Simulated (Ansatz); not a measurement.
Mg3Zn5O8

Input file:

```
crystal:
  lattice:
    - [0.0001214041, 7.00927e-05, -5.1819081577]
    - [3.2293354905, 5.6211200203, -0.0001515564]
    - [3.2533649901, -5.6349934584, 0.0]
  atoms:
    - { symbol: Mg, position: [0.5009242315, 0.1669258967, 0.3325994983] }
    - { symbol: Mg, position: [0.5009242315, 0.1669258967, 0.8343263984] }
    - { symbol: Zn, position: [0.505122004, 0.6648040608, 0.3324020304] }
    - { symbol: Zn, position: [0.5032126337, 0.664159451, 0.8320797255] }
    - { symbol: Mg, position: [-0.0017315824, 0.335904313, 0.6679521565] }
    - { symbol: Zn, position: [0.000461237, 0.332423988, 0.166211994] }
    - { symbol: Zn, position: [0.0023453285, 0.8344891342, 0.6679284808] }
    - { symbol: Zn, position: [0.0023453285, 0.8344891342, 0.1665606534] }
    - { symbol: O, position: [0.6173198666, 0.3297755669, 0.6648877835] }
    - { symbol: O, position: [0.6188197399, 0.3310884526, 0.1655442263] }
    - { symbol: O, position: [0.6196469846, 0.8326966559, 0.6666285928] }
    - { symbol: O, position: [0.6196469846, 0.8326966559, 0.1660680631] }
    - { symbol: O, position: [0.1188954293, 0.1689587841, 0.3357841572] }
    - { symbol: O, position: [0.1188954293, 0.1689587841, 0.8331746269] }
    - { symbol: O, position: [0.1208956519, 0.6675456325, 0.3337728163] }
    - { symbol: O, position: [0.1201965015, 0.6681575935, 0.8340787967] }
basis:
  ecutwfc: 420
kpoints:
  mp_grid: { grid: [6, 6, 6] }
  band_path: { path: [[0.0, 0.0, 0.0], [0.05, 0.0, 0.0]], npoints: 1 }
hamiltonian:
  xc: pbesol
scf:
  occupations: { method: gaussian, width: 0.02 }
  n_extra_bands: 11
output:
  forces: true
  stress: true
  eigenvalues: true
  write_density: true
  write_potential: true
  elf: true
  volumetric_format: npy
```

Run with:

```sh
ansatz run input.yaml --threads 4 --pin off --max-ram 10240MiB --backend cpu --events-out ev --progress --plain --runs-dir out
```

Below, planes, directions and counts refer to the conventional cell (a = 11.21 Å, b = 6.51 Å, c = 5.18 Å, α = 90.00°, β = 90.00°, γ = 90.00°).

Space group Cm; a generated structure, not necessarily the stable one.

Method: Ansatz 0.2.0, DFT PBEsol, scalar-relativistic, plane waves, PAW.

In a PAW calculation such maps are meaningful between the atoms, not at the nuclei.

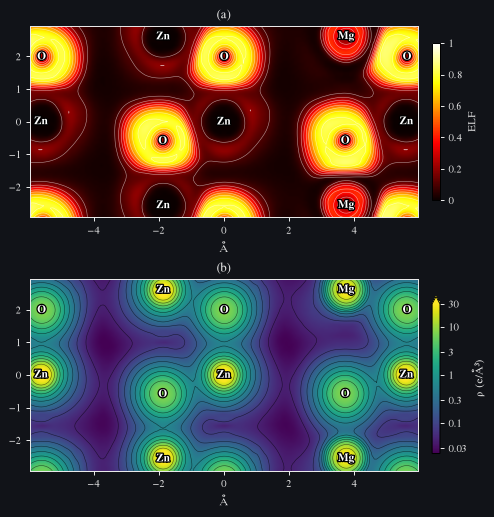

Figure 1. (a) ELF; (b) valence pseudo-density on the (010) plane of the conventional cell.

### Interpret the plot.

- Atoms in the plane: Zn, Mg and O.
- Mg–O (1.97 Å): ρ is about 0.45 e/Å³ halfway; the ELF peaks at about 0.85 in the valence shell of O, 0.7 Å from its nucleus, and is about 0.35 at the midpoint (a largely ionic contact).
- Zn–O (1.96 Å): the density is about 0.62 e/Å³ at the midpoint; the ELF peaks at about 0.80 in the valence shell of O, 0.6 Å from its nucleus, and is about 0.25 at the midpoint (no localised pair shows between them).
- Between the atoms the lowest density in this plane is 0.02 e/Å³.

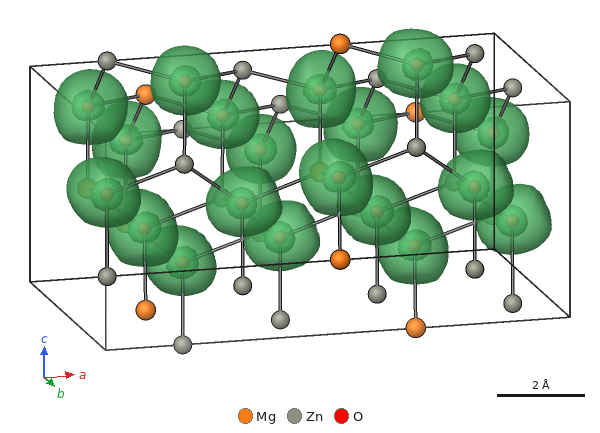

Figure 2. Isosurface of the ELF at 0.7 (green), seen at an oblique angle. Only the valence region is drawn (cores and ρ < 0.01 e/Å³ removed). Sticks mark near contacts.

### Identify the bonds, lone pairs and shells in this picture.

The ELF exceeds this value in 16 regions wrapped around O (the valence shell of each), counted in one cell of 32 atoms. Regions shared between cells count once. Profiles from the grid: Mg–O (1.96 Å): the ELF peaks at about 0.85 in the valence shell of O, 0.7 Å from its nucleus, and is about 0.35 at the midpoint: a closed-shell, largely ionic contact.

### Metal or insulator at this level of theory?

It is gapped, with a Kohn–Sham gap of 1.5 eV on the k-point mesh (the band edges may lie off the mesh, which would make the gap smaller).
